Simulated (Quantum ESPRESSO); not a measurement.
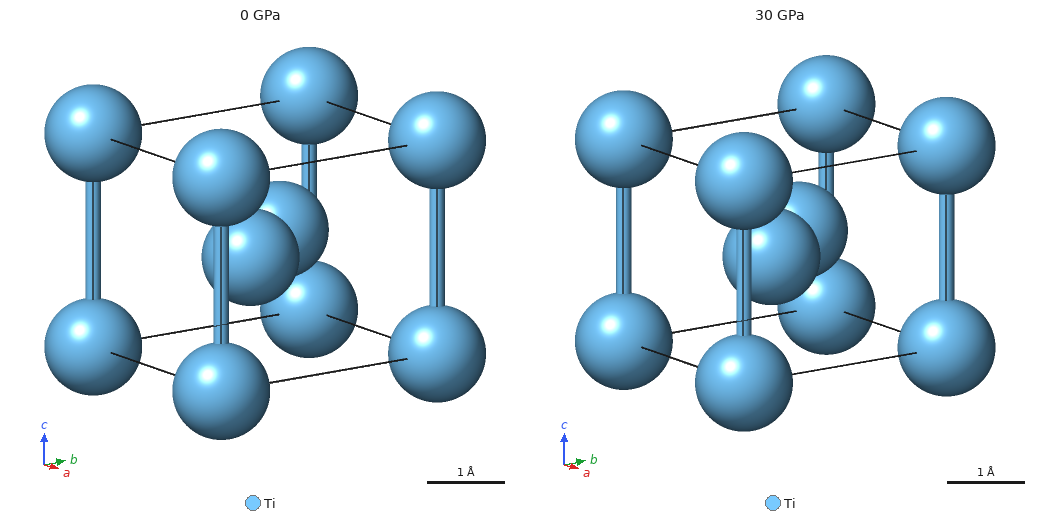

Ti, ω phase (AlB₂-like), space group P6/mmm (No. 191), relaxed (cell and atoms) under a series of hydrostatic pressures; the conventional cell is drawn at the lowest and the highest, to one scale (sticks follow a distance rule). The start was a structure listed in the Materials Project. This isn't the form of Ti at room conditions, which is hcp.

Alike in all runs: Quantum ESPRESSO 7.5; functional PBEsol; potentials GBRV 1.5 PBEsol; cutoff 707 eV; k mesh 7 × 7 × 9 on the run's cell of 3 atoms; occupations fermi-dirac, width 0.05 eV; no spin polarisation; no spin-orbit coupling.

| pressure (GPa) | volume (Å³/atom) | a (Å) | c (Å) |
| --- | --- | --- | --- |
| 0.0 | 16.467 | 4.515 | 2.798 |
| 2.0 | ? | ? | ? |
| 5.0 | 15.839 | 4.455 | 2.765 |
| 10.0 | 15.305 | 4.402 | 2.736 |
| 20.0 | 14.426 | 4.313 | 2.687 |
| 30.0 | 13.719 | 4.238 | 2.646 |

### Fit a third-order Birch-Murnaghan equation to the rows given and use it to fill in the volume that is left out.

The fit gives V0 = 16.46 Å³/atom, B0 = 121 GPa and B0′ = 3.4, which puts the volume at 2.0 GPa at 16.20 Å³/atom. The run gave volume 16.203 Å³/atom; a 4.490 Å; c 2.784 Å.

### Which axis yields most up to 30 GPa?

The axes shrink nearly alike: a −6.1 %, c −5.4 %, against −16.7 % in volume.

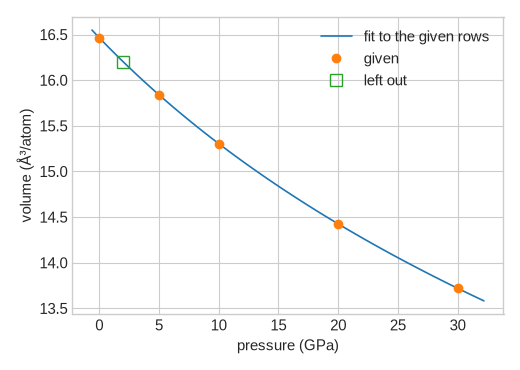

Volume against pressure, with the fit. The structure was kept in its own symmetry, so a change to another phase within this range wouldn't be seen.
